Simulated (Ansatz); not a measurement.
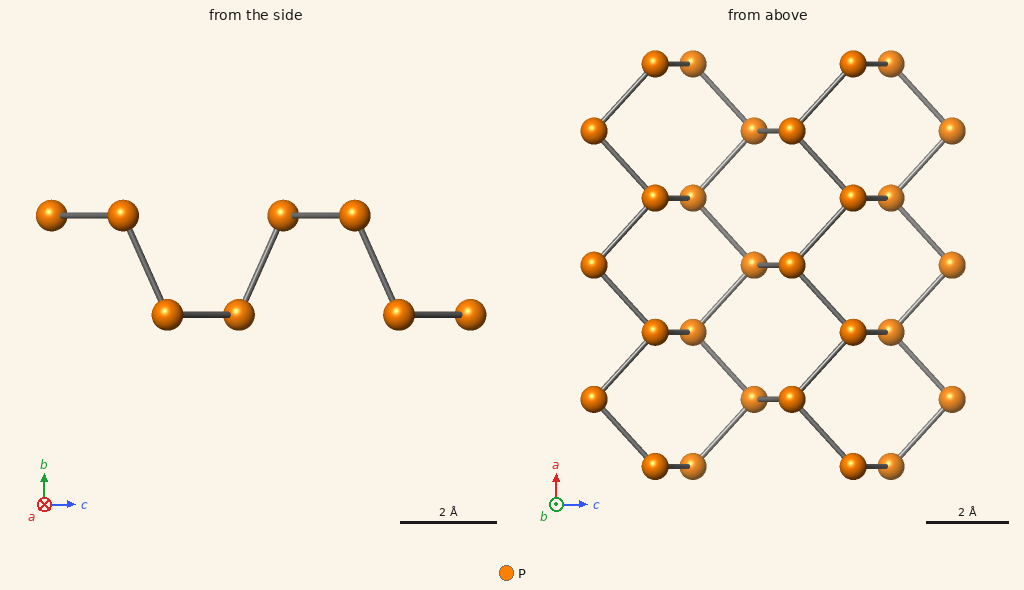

A ball-and-stick picture of a periodic sheet, seen from the side and from above. The surface normal points up in side views; the vacuum is left out. 3×2 cells are drawn in the plane, with atoms at the edges repeated.

The cell holds 4 P.

What is the slab's thickness, atom centre to atom centre?

About 2.1 Å from the lowest to the highest atom.

Go down through the slab and list the planes.

Two planes: P / P.

What bonds hold it together?

P is surrounded by three P in a trigonal pyramidal arrangement at about 2.2 to 2.3 Å. The bonds build P layers parallel to the surface.

Provenance: a structure listed in the Materials Project. The structure drawn was relaxed with Ansatz 0.2.0, DFT PBE, scalar-relativistic, plane waves, PAW.
